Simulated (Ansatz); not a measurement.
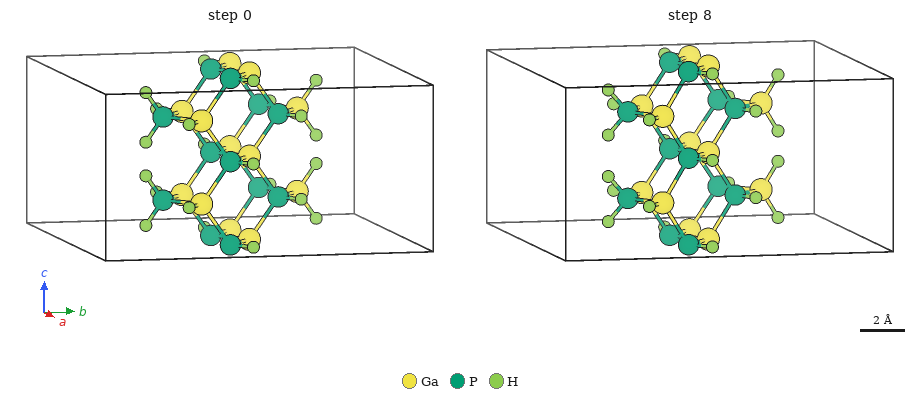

The structure of a wire of composition GaPH2 before (left) and after (right) a relaxation, at one scale.

A ball-and-stick model of the 2 repeat of the cell, with the vacuum cut short, seen slightly off an axis.

Case: wire along [1 1 0], 10 atoms a period, capped with H.

Theory: Ansatz 0.2.0, DFT PBE, scalar-relativistic, plane waves, PAW.

The input:
```yaml
crystal:
  lattice:
    - [17.4, 0.0, 0.0]
    - [0.0, 17.9, 0.0]
    - [0.0, 0.0, 3.8926748904]
  atoms:
    - { symbol: Ga, position: [0.5559292369, 0.5360241862, 0.0] }
    - { symbol: P, position: [0.5559292369, 0.6129106893, 0.5] }
    - { symbol: P, position: [0.5559292369, 0.3053646768, 0.5] }
    - { symbol: Ga, position: [0.4440707631, 0.6897971924, 0.5] }
    - { symbol: Ga, position: [0.4440707631, 0.3822511799, 0.5] }
    - { symbol: P, position: [0.6677877108, 0.4591376831, 0.0] }
    - { symbol: Ga, position: [0.6677877108, 0.3822511799, 0.5] }
    - { symbol: P, position: [0.4440707631, 0.4591376831, 0.0] }
    - { symbol: Ga, position: [0.3322122892, 0.5360241862, 0.0] }
    - { symbol: P, position: [0.3322122892, 0.6129106893, 0.5] }
    - { symbol: H, position: [0.6225628659, 0.6587116604, 0.5] }
    - { symbol: H, position: [0.5559292369, 0.2595637057, 0.2021520734] }
    - { symbol: H, position: [0.5559292369, 0.2595637057, 0.7978479266] }
    - { symbol: H, position: [0.4440707631, 0.7404362943, 0.8293107357] }
    - { symbol: H, position: [0.4440707631, 0.7404362943, 0.1706892643] }
    - { symbol: H, position: [0.3703983704, 0.3316120781, 0.5] }
    - { symbol: H, position: [0.7344213398, 0.5049386541, 0.0] }
    - { symbol: H, position: [0.7414601034, 0.3316120781, 0.5] }
    - { symbol: H, position: [0.2585398966, 0.4853850844, 0.0] }
    - { symbol: H, position: [0.2655786602, 0.6587116604, 0.5] }
basis:
  ecutwfc: 420
kpoints:
  mp_grid: { grid: [1, 1, 9] }
hamiltonian:
  xc: pbe
scf:
  occupations: { method: gaussian, width: 0.05 }
output:
  forces: true
  stress: true
  eigenvalues: true
  populations: true
  write_density: true
  write_potential: true
  elf: true
  volumetric_format: npy
relax:
  adjacent_minimum: "off"
  f_tol: 0.02
  max_steps: 45
  cell: { fix: [a, b, alpha, beta, gamma], stress_tol: 0.03 }
```

Run as
```bash
ansatz run input.yaml --threads 4 --pin off --max-ram 11264MiB --backend cpu --events-out ev --progress --plain --runs-dir out
```

Q: What changed between the two?

A: H11 moves most relative to the layer's centre: 0.25 Å. By element the largest moves are H 0.25 Å, P 0.23 Å, Ga 0.20 Å. Along the periodic axis the drawn cell goes c 7.785 → 8.096 Å (+4.0 %). Among the contacts that change: P3–Ga5 2.384 → 2.459 Å, P2–Ga4 2.384 → 2.447 Å, Ga9–P10 2.384 → 2.422 Å, Ga4–H14 1.570 → 1.535 Å. Bond angles that change, for instance: P2–Ga4–P10 109.5° → 94.8°, H12–P3–H13 109.5° → 96.0°, Ga5–P3–Ga7 109.5° → 122.6°. After 7 accepted moves (8 points after the start) the energy has fallen by 0.801 eV per cell of the calculation. Largest force component: 1.3 eV/Å at the start, 0.0053 eV/Å at the end. At 1 point the geometry stayed and the basis and grid were re-selected for the new cell (energy shift of 8.2 meV per cell of the calculation at most each time).
